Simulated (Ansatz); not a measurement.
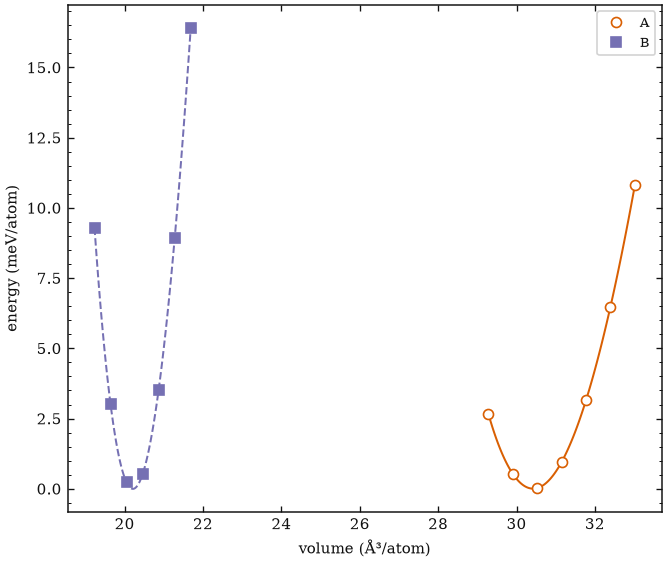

The figure compares two calculations of the energy against volume, each curve from its own zero. The first is for AgCl, space group Fm-3m (No. 225).

The cell holds 2 atoms.

Calculation (Ansatz 0.2.0): all-electron LAPW DFT, no spin polarisation; energies at scaled volumes of the given cell, shape and fractions fixed, counted from the fit's minimum, third-order Birch-Murnaghan fit. Level: PBEsol.

- k mesh: 8×8×8
- occupations: Fermi–Dirac
- smearing width: 0.05 eV
- potentials: all electron LAPW, scalar relativistic
- program settings: basis error eV/atom 0.001

In the second, Ag is replaced by K on all its sites, which gives KCl in the same structure. The second calculation uses k mesh 7×7×7.

> Which of A and B is the second calculation, and what did the change do?

A. The equilibrium volume rises from 20.21 to 30.42 Å³/atom (+51 %) and the bulk modulus falls from 56.6 to 18.4 GPa (−67 %).

V0 and the bulk modulus come from third-order Birch–Murnaghan fits.
